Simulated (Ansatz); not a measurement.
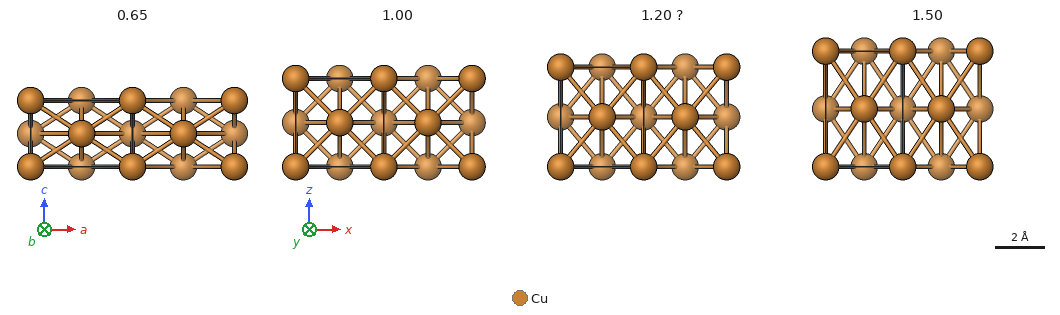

A scan of solid Cu (Fm-3m): the ratio of the cell's length along z to its lengths across, counted as 1 for the reference, is changed at fixed volume (a tetragonal or Bain path), with the atoms kept at their fractional coordinates. x, y and z are the Cartesian axes of the input. A ball-and-stick model of the conventional cell (4 times the calculation's cell), repeated 2 × 1 × 1 with one cell outlined, seen along the b axis. Lengths and directions refer to the drawn axes.

Computed with Ansatz 0.2.0, DFT PBE, scalar-relativistic, plane waves, PAW. Set-up: plane-wave cutoff 650 eV; k-point mesh 24 × 24 × 24; occupations gaussian; smearing width 0.15 eV; no spin polarisation. Energies (free energies at the smearing named) are counted from the cell as listed in its source, which wasn't relaxed.

| axial ratio over its reference value | energy change (meV/atom) |
| --- | --- |
| 0.650 | 38 |
| 0.707 | 38 |
| 0.780 | 34 |
| 0.850 | 22 |
| 0.920 | 8 |
| 0.960 | 2 |
| 1.000 | 0 |
| 1.050 | 4 |
| 1.100 | 17 |
| 1.200 | ? |
| 1.300 | 166 |
| 1.414 | 327 |
| 1.500 | 482 |

> Fill in the missing row.

A straight line between the two neighbours gives 91 meV/atom. A cubic through the four nearest rows (1.050, 1.100, 1.300, 1.414) gives, with Lagrange weights, (−0.4703)(4) + (1.0223)(17) + (0.5632)(166) + (−0.1151)(327) = 71 meV/atom. The calculation gives 70 meV/atom, so the cubic is 1 meV/atom too high and the straight line 21 meV/atom too high, as the curve bends upwards here.

The whole profile:

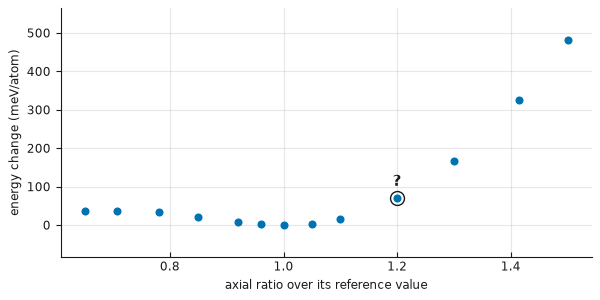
